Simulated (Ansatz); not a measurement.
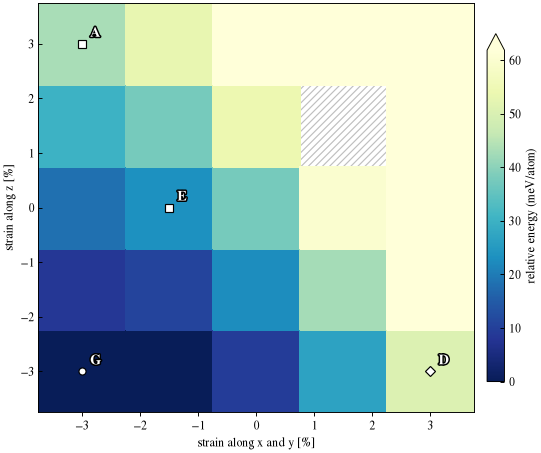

Sn (I4/mmm, No. 139; 1 atom in the cell). The cell is strained homogeneously, by one strain along x and y and another along z, with fractional coordinates fixed (x along [1 0 0], z along [0 0 1] of the conventional cell). The first coordinate is: strain along x and y; the second: strain along z. The grid has 5 × 5 points. At 1 point there is no value. Energies: meV/atom, counted from the lowest grid point. The reference cell is the one listed in the database, not relaxed at this level. Level of theory: DFT PBEsol, scalar-relativistic, plane waves, PAW in Ansatz 0.2.0. Settings: cutoff 420 eV, k-mesh 20×20×20, gaussian smearing 0.15 eV, no spin polarisation.

The picture shows one coloured cell a grid point, one colour for all values above the top of the scale, hatched blanks where no value was computed, lettered points.

Q: Rank the lettered points by energy, lowest first.

A: G (0 meV/atom), E (23 meV/atom), A (43 meV/atom), D (51 meV/atom).
